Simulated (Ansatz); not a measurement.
Field-gradient calculation, with input and output: GaSb

- system: GaSb (2 atoms in the cell)
- method: DFT, PBE, PAW with Ansatz's default frozen-core files, scalar-relativistic, no spin polarisation (Ansatz 0.2.0)

The structure derives from an entry of the Crystallography Open Database. It belongs to a series of runs on one base structure; here: x and y stretched by +2 %, z held, PAW files. Figures and captions count atoms from 1; the log counts them from 0 in places.

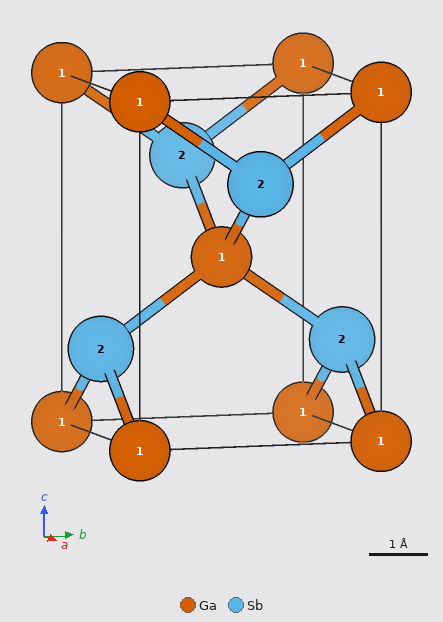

Fig. 1: The structure (ball-and-stick view of the cell 2 times as large as that of the calculation, set on its symmetry axes, seen slightly off an axis; atoms are numbered from 1 in the order of the input). An atom can appear more than once, as a periodic image. Near neighbours in the periodic cell (some may lie outside the picture): Ga has 4 Sb at 2.68 Å; Sb has 4 Ga at 2.68 Å.

Key numbers:

| quantity | value |
| --- | --- |
| outcome | converged |
| space group (tolerance 0.01 Å) | I-4m2 (119) |
| electrons treated | 28 |
| free energy | −10267.8380 eV |
| Fermi energy | 7.342 eV |
| pressure | 0.32 GPa |
| field gradient V_zz (10²¹ V/m²) | Ga 0.28, Sb −0.41 |
| largest force (length of the vector) | under 0.001 eV/Å |
| hardware | 1 thread of Arm Neoverse V2, 24 GiB of memory available, shared host |
| wall time | 21 s |
| peak memory | 0.49 GiB |

Remarks:

Warnings of the run: the field gradients leave out spin–orbit coupling.

The input:
```yaml
crystal:
  lattice:
    - [0.0, 3.12018, 3.059]
    - [3.12018, 0.0, 3.059]
    - [3.12018, 3.12018, 0.0]
  atoms:
    - { symbol: Ga, position: [0.0, 0.0, 0.0] }
    - { symbol: Sb, position: [0.75, 0.75, 0.75] }
kpoints:
  mp_grid: { grid: [12, 12, 12] }
scf:
  occupations: { method: fermi_dirac, width: 0.08 }
hamiltonian:
  xc: pbe
  pseudopotentials: { kind: paw }
output:
  forces: true
  stress: true
  eigenvalues: true
  efg: { contact_densities: true }
  write_density: true
  write_potential: true
  elf: true
  volumetric_format: npy
```

Run as:
```bash
ansatz run input.yaml --threads 1 --pin off --max-ram 2048MiB --backend cpu --events-out ev --progress --plain --runs-dir out
```

The program's output:
```
Sb: output.efg is read without spin–orbit coupling, which moves field gradients at and beside such atoms by some per cent and up to a factor of two; PAW files take it under magnetization.noncollinear and magnetization.spin_orbit
Engine: ansatz 0.2.0, aarch64-unknown-linux-gnu
Pseudopotentials: kind: paw
Pseudopotential: Ga, paw, valence charge 13, recommended cutoff 420 eV (normal), Ga.paw.azcp
Pseudopotential: Sb, paw, valence charge 15, recommended cutoff 420 eV (normal), Sb.paw.azcp
Functional definition: PBE
  parameter kappa = 0.804
  parameter beta = 0.06672455060314922
  exchange = pbe_x(kappa = kappa, mu = beta*pi^2/3)
  correlation = pbe_c(beta = beta)
Crystal: 2 atoms, lattice volume = 59.562 Å³
Basis set: ecut = 420 eV, 1195 PW (Γ), exchange–correlation on 60×60×60 points (8 copies of the dense FFT grid, shifted against one another)
Bands: 18, of which v1, the nominal top of the filled ones, is band 14 counted from 1 (13 counted from 0)
Symmetry: 8 space group operations
Space group: I-4m2 (ITA 119), of the structure as read, at distance tolerance 3.9e-5 Å
k-points: 163 of 1728 (time reversal used)
Non-local potential: Ga, projectors of the file, l = 0: 2, l = 1: 2, l = 2: 3, l = 3: 1
Non-local potential: Sb, projectors of the file, l = 0: 2, l = 1: 2, l = 2: 2, l = 3: 2
PAW form: soft (Blöchl's): semilocal exchange-correlation on the pseudo side does not see the compensation charge
PAW one-centre angular grid: Ga, 590 points (default); XC on 64 Gauss nodes
PAW one-centre angular grid: Sb, 590 points (default); XC on 64 Gauss nodes
Initial density: superposition of atomic densities (neutral atoms: chi_scale 0, normalization atom), corrected by the library's trained network
Initial wavefunctions: pseudopotential atomic-orbital guess
Functional: x = pbe(κ = 0.804, μ = 0.2195149727645171), c = pbe(β = 0.06672455060314922)
SCF iter   1: F=—  HF=-10267.839484 eV  |F-HF|=—  |Δ(HF+E_count)|=         —  Δρ=1.36e-3  dr2=2.00e-3  ethr=1.77e-3  ⟨swp⟩=6.0  Hψ=14771  notcnv=0
preconditioner: auto → none  [insulator: Δε(μ)=0.243 eV  Ē_g=14.416 eV  σ=0.080 eV  W_gap=0.59  n_scr=14 (ndim 8)  ℏωp=20.4 eV  f_vac=0.102  D(μ)=0.04/eV (n_scr^D=0)  ε∞_Penn≈3.0]
SCF iter   2: F=—  HF=-10267.837968 eV  |F-HF|=—  |Δ(HF+E_count)|=   1.52e-3  Δρ=6.43e-4  dr2=2.86e-4  ethr=7.14e-6  ⟨swp⟩=2.0  Hψ=5745  notcnv=0
SCF iter   3: F=—  HF=-10267.837980 eV  |F-HF|=—  |Δ(HF+E_count)|=   1.21e-5  Δρ=2.84e-4  dr2=4.67e-5  ethr=1.02e-6  ⟨swp⟩=2.0  Hψ=4402  notcnv=0
SCF iter   4: F=—  HF=-10267.837998 eV  |F-HF|=—  |Δ(HF+E_count)|=   1.74e-5  Δρ=8.79e-5  dr2=3.34e-6  ethr=1.67e-7  ⟨swp⟩=2.0  Hψ=4403  notcnv=0
SCF iter   5: F=—  HF=-10267.838005 eV  |F-HF|=—  |Δ(HF+E_count)|=   7.19e-6  Δρ=4.59e-5  dr2=8.17e-7  ethr=1.19e-8  ⟨swp⟩=2.0  Hψ=5225  notcnv=0
SCF iter   6: F=-10267.838004 eV  HF=-10267.838004 eV  |F-HF|=1.95e-9  |Δ(HF+E_count)|=   3.00e-7  Δρ=1.47e-5  dr2=5.75e-8  ethr=3.57e-10  ⟨swp⟩=7.3  Hψ=20463  notcnv=0
SCF 1 converged in 6 iterations: F = -10267.838004 eV  dr2 = 5.75e-8
  greatest PAW one-centre occupation: 0.995 electrons in one spin orbital (limit 2), on the Sb atom at site 1 (counted from 0), in its partial waves of l = 2
```

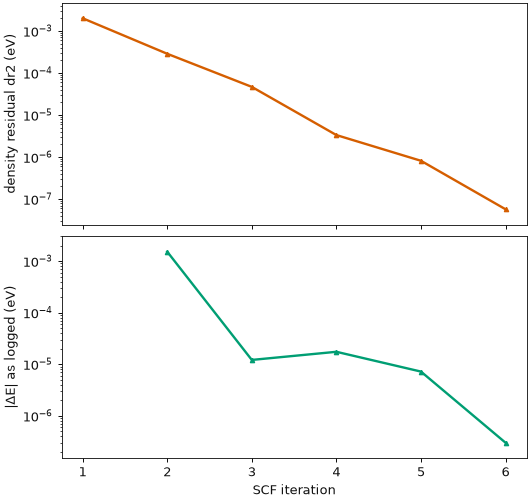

Fig. 2: Convergence of the self-consistent field: density residual dr2 and size of the energy change against the SCF iteration. The residual falls at every step.

```
SCF converged after 6 iterations
Free energy (F): -10267.838004 eV
Harris-Foulkes:  -10267.838004 eV  (|F-HF|=1.95e-9)
Internal energy: -10267.837013 eV  (E = F + TS)
E sigma→0 (E₀):  -10267.837509 eV
Entropy (-TS):   -0.000991 eV (-0.496 meV/atom)
Fermi energy:    7.341851 eV
--- Per-component energies (eV) ---
  E_band       = -272.823184
  E_kinetic    = 322.151543
  E_local      = -3966.168222  (includes V_loc(G=0)·N_el)
  E_nonlocal   = 786.992003
  E_hartree    = 1822.152405
  E_xc         = -206.938019
  E_vxc        = -153.429759  (∫ρ·V_xc dr)
  E_paw        = -6564.669065  (= ΣΔE_a)
  E_vpaw       = -906.687828  (= ΣTr[D̂ρ^β])
  E_aug_tail   = -0.000117  (compensation charges beyond the density's cutoff)
  E_ewald      = -2461.357543
  E_smearing   = -0.000991  (= −TS)
  E_closure    = -0.000000  (closes the sum)
  Σ components = -10267.838004   (vs F -10267.838004, Δ=0.00e0)
--- Forces (eV/Å), atoms counted from 1 ---
  atom   1  Ga    -0.00000000    -0.00000000    -0.00000000
  atom   2  Sb     0.00000000    -0.00000000     0.00000000
  max |Σ_I F_I| component: 1.39e-17 eV/Å
--- Stress (GPa, compression-positive) ---
        0.056165      -0.000000      -0.000000
       -0.000000       0.056165       0.000000
        0.000000       0.000000       0.851099
  P = ⅓ Tr σ = 0.3211 GPa (3.211 kbar)
--- PAW observables at the nuclei: V_zz in 10²¹ V/m², potentials from the cell's mean, atoms counted from 1 ---
  atom   1  Ga V_zz =    +0.278740   η = 0.0000   by run symmetry: allowed
            electrostatic potential = -4130.380050 V   contact ρ = 187424.901934 e/Å³
  atom   2  Sb V_zz =    -0.407876   η = 0.0000   by run symmetry: allowed
            electrostatic potential = -8406.885278 V   contact ρ = 1350070.226166 e/Å³
--- Band table (eV; the first three rows and the last of 163) ---
  k-point 0: bands = ["-21.5018", "-21.5013", "-21.5013", "-21.4855", "-21.4848", "-7.7246", "-7.7246", "-7.7217", "-7.6816", "-7.6788", "-4.0058", "6.9576", "7.1665", "7.1665", "7.2741", "9.9637", "10.0214", "10.0214"]
  k-point 1: bands = ["-21.5017", "-21.5012", "-21.5011", "-21.4855", "-21.4848", "-7.7258", "-7.7239", "-7.7215", "-7.6817", "-7.6789", "-3.9377", "5.8203", "7.0491", "7.1271", "7.9430", "10.1230", "10.1797", "10.2454"]
  k-point 2: bands = ["-21.5015", "-21.5008", "-21.5006", "-21.4853", "-21.4847", "-7.7299", "-7.7219", "-7.7199", "-7.6820", "-7.6790", "-3.7377", "4.4989", "6.7805", "6.8738", "8.0964", "10.4979", "10.5266", "11.0588"]
  k-point 162: bands = ["-21.5043", "-21.4960", "-21.4960", "-21.4863", "-21.4827", "-7.7634", "-7.7020", "-7.7020", "-7.6930", "-7.6757", "-1.6719", "0.6390", "4.6948", "4.6948", "8.0612", "8.4616", "15.6722", "15.6722"]
```

File rho_z.tsv:
```
# z_ang	rho[e/angstrom^3]
# format = ansatz-planar-average/11
# lattice	0.000000000	3.120180000	3.059000000
# lattice	3.120180000	0.000000000	3.059000000
# lattice	3.120180000	3.120180000	0.000000000
# sites	2
# site	31	0.000000000	0.000000000	0.000000000
# site	51	4.680270000	4.680270000	4.588500000
0.000000	1.176319e0
0.147087	1.016894e0
0.294173	7.077460e-1
0.441260	4.285790e-1
0.588347	2.570517e-1
0.735433	1.699339e-1
0.882520	1.256292e-1
1.029607	1.003887e-1
1.176694	8.559972e-2
1.323780	7.774989e-2
1.470867	7.489465e-2
1.617954	7.629508e-2
1.765040	8.155438e-2
1.912127	9.118727e-2
2.059214	1.060615e-1
2.206300	1.278820e-1
2.353387	1.612062e-1
2.500474	2.154589e-1
2.647561	3.059600e-1
2.794647	4.458681e-1
2.941734	6.289678e-1
3.088821	8.161547e-1
3.235907	9.446067e-1
3.382994	9.658319e-1
3.530081	8.822243e-1
3.677167	7.508858e-1
3.824254	6.577673e-1
3.971341	6.831625e-1
4.118427	8.558953e-1
4.265514	1.085212e0
```

File v_z.tsv:
```
# z_ang	v_es[eV]	v_tot[eV]
# format = ansatz-planar-average/11
# xc	pbe
# density_cutoff_ev	1680
# datasets	Ga=:simpson_from_first_knot:soft	Sb=:simpson_from_first_knot:soft
# lattice	0.000000000	3.120180000	3.059000000
# lattice	3.120180000	0.000000000	3.059000000
# lattice	3.120180000	3.120180000	0.000000000
# sites	2
# site	31	0.000000000	0.000000000	0.000000000
# site	51	4.680270000	4.680270000	4.588500000
0.000000	2.257233e0	-8.073920e0
0.147087	3.179015e0	-6.737841e0
0.294173	4.041213e0	-5.392233e0
0.441260	4.841398e0	-4.046415e0
0.588347	5.650404e0	-2.639228e0
0.735433	6.518216e0	-1.161884e0
0.882520	7.439768e0	3.098275e-1
1.029607	8.333217e0	1.638971e0
1.176694	9.052854e0	2.655061e0
1.323780	9.507079e0	3.279770e0
1.470867	9.730975e0	3.586095e0
1.617954	9.760612e0	3.615081e0
1.765040	9.591457e0	3.344505e0
1.912127	9.192504e0	2.747909e0
2.059214	8.514708e0	1.782696e0
2.206300	7.584658e0	4.736634e-1
2.353387	6.522526e0	-1.056763e0
2.500474	5.470503e0	-2.660676e0
2.647561	4.522326e0	-4.214831e0
2.794647	3.711407e0	-5.628514e0
2.941734	3.025625e0	-6.860803e0
3.088821	2.431418e0	-7.917904e0
3.235907	1.854802e0	-8.867826e0
3.382994	1.230705e0	-9.769875e0
3.530081	6.343953e-1	-1.054521e1
3.677167	2.117242e-1	-1.105729e1
3.824254	6.036522e-2	-1.120555e1
3.971341	2.126723e-1	-1.094427e1
4.118427	6.642994e-1	-1.028796e1
4.265514	1.376071e0	-9.298623e0
```

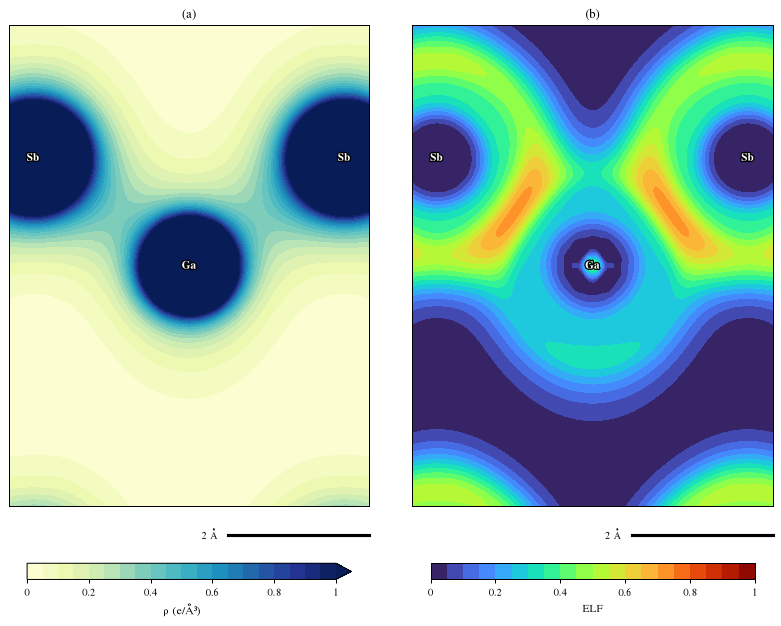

Fig. 3: (a) valence electron density; (b) electron localisation function on the (010) plane of the conventional cell. Ga–Sb (2.68 Å): the density is about 0.4 e/Å³ at the midpoint; the ELF peaks at about 0.70 between the atoms. Away from the nuclei the density in this plane falls to 0.01 e/Å³ at its lowest. The strong features right at Ga lie inside the PAW spheres (semicore, d or f shells) and say nothing about bonding. In a PAW calculation such maps are meaningful between the atoms, not at the nuclei.

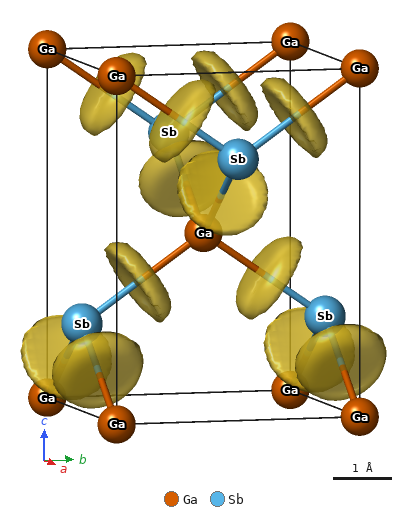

Fig. 4: Isosurface of the ELF at 0.6 (yellow), seen slightly off an axis. Only the valence region is drawn (cores and ρ < 0.01 e/Å³ removed). Sticks mark near contacts. The outline is the cell set on symmetry axes. The ELF exceeds this value in eight regions between bonded Ga–Sb atoms (shared pairs), counted in one cell of 4 atoms. Along the contacts the grid gives the following. Ga–Sb (2.68 Å): the ELF peaks at about 0.70 between the atoms.
